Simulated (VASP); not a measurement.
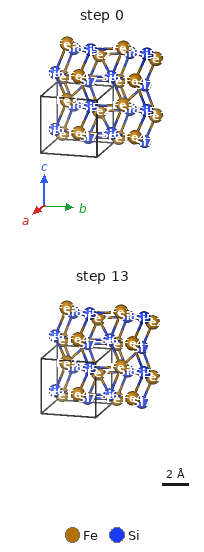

The structure of crystalline FeSi (set up in P2_13) before (top) and after (bottom) a relaxation, at one scale.

A ball-and-stick model of the cell of the calculation, repeated 1 × 2 × 2 with one cell outlined, seen slightly off an axis.

The run lets cell and atoms move.

These are results of Kohn-Sham DFT of a periodic cell, r2SCAN, VASP PAW PBE potentials, recommended in VASP 6.6.1, not measurements.

The input:
```
SYSTEM = FeSi
PREC = Accurate ; ENCUT = 600
EDIFF = 1E-6 ; ISMEAR = 0
SIGMA = 0.03 ; LREAL = .False.
LASPH = .True. ; NELM = 150
ALGO = Normal ; ISIF = 3
LWAVE = .False. ; LCHARG = .False.
ISPIN = 2 ; MAGMOM = 2.5 2.5 -2.5 -2.5 0 0 0 0
LORBIT = 11 ; LMAXMIX = 4
METAGGA = R2SCAN ; LMIXTAU = .True.
IBRION = 2 ; NSW = 90
EDIFFG = -0.01 ; AMIX = 0.2
BMIX = 1E-4 ; AMIX_MAG = 0.8
BMIX_MAG = 1E-4 ; KPAR = 4
```

Launched with:
```bash
cat potpaw_PBE.64/Fe/POTCAR potpaw_PBE.64/Si/POTCAR > POTCAR
mpirun -np 4 vasp_std > vasp.out
```

Question: Summarise the run.

Answer: The largest moves relative to the cell, 0.009 Å, are those of Si5, Si6, Si7 and Si8. Si8 goes along [1 −1 1]. Largest moves by element: Si 0.009 Å, Fe 0.004 Å. The drawn cell changes as follows: a = b = c 4.551 → 4.404 Å (−3.2 %); the volume changes by −9.4 %. Some distances before and after: Fe1–Si6 2.374 → 2.292 Å, Fe1–Si6 (another image) 2.551 → 2.470 Å, Fe1–Si5 2.318 → 2.256 Å. The space group stays P2_13 (No. 198). After 13 geometry steps the energy has fallen by 55.1 meV per atom. Largest force component: 0.43 eV/Å at the start, 0.0064 eV/Å at the end. The pressure goes from −12.31 to 0.10 GPa.
